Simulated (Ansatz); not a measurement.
System: Cu, space group Fm-3m (No. 225) (one of a set of cubic test structures, which need not be the stable phase).

Input of one of the runs behind the figure:
```
crystal:
  lattice:
    - [0.0, 1.802818424908, 1.802818424908]
    - [1.802818424908, 0.0, 1.802818424908]
    - [1.802818424908, 1.802818424908, 0.0]
  atoms:
    - { symbol: Cu, position: [0.0, 0.0, 0.0] }
kpoints:
  mp_grid: { grid: [6, 6, 6] }
hamiltonian:
  xc: hse06
  pseudopotentials:
    kind: paw
    azcp:
      Cu: "pseudopotentials/pbe/paw/ansatz_paw_generated_hard_1/Cu.paw.azcp"
scf:
  occupations: { method: fermi_dirac, width: 0.1 }
  convergence: { dr2_threshold: "1e-10 eV" }
  exx: { energy_threshold: "1e-8 eV", singularity: regularized }
output:
  forces: true
  stress: true
  eigenvalues: true
```

Launched with:
```bash
ansatz run input.yaml --threads 2
```

How it was computed, with Ansatz 0.2.0 development build: equation of state of a cubic crystal from periodic Kohn-Sham density functional theory without spin, third-order Birch-Murnaghan fit to the free energies; pressure corrected for the finite basis. Level: HSE06.

structure type fcc; atoms in cell 1; space group number 225; lattice centring face-centred primitive; k mesh 6×6×6; occupation method Fermi–Dirac; occupation width 0.1 eV; wave cutoff 700 eV; datasets hard PAW; density tolerance 0 eV; bands 14; density cutoff ratio 4; search for lower states default; exchange singularity regularized.

Predict the energy above the lowest point against volume. The volume takes the values 11.00, 11.36, 11.72, 12.08, 12.44 Å³/atom.

A third-order Birch–Murnaghan fit gives V0 = 12.08 Å³/atom, B0 = 126 GPa and B′ = 5.2. The energy above the lowest point is 45.6 meV/atom at volume 11.00 Å³/atom and 4.0 meV/atom at 12.44 Å³/atom; the lowest computed point is at volume 12.08 Å³/atom (0.0 meV/atom), and no other minimum shows.

```tsv
volume (Å³/atom)	energy above the lowest point (meV/atom)
11.00	45.6
11.36	19.0
11.72	4.5
12.08	0.0
12.44	4.0
```

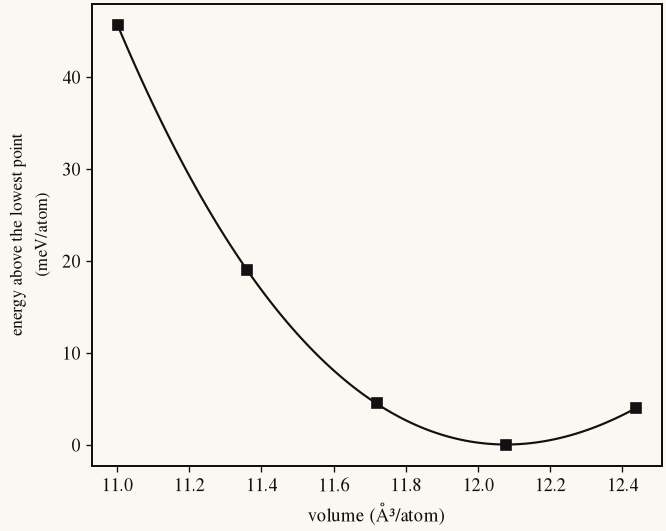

Caveats: coarse k-mesh, values are not converged in k; pseudopotentials made with PBE, not this functional.
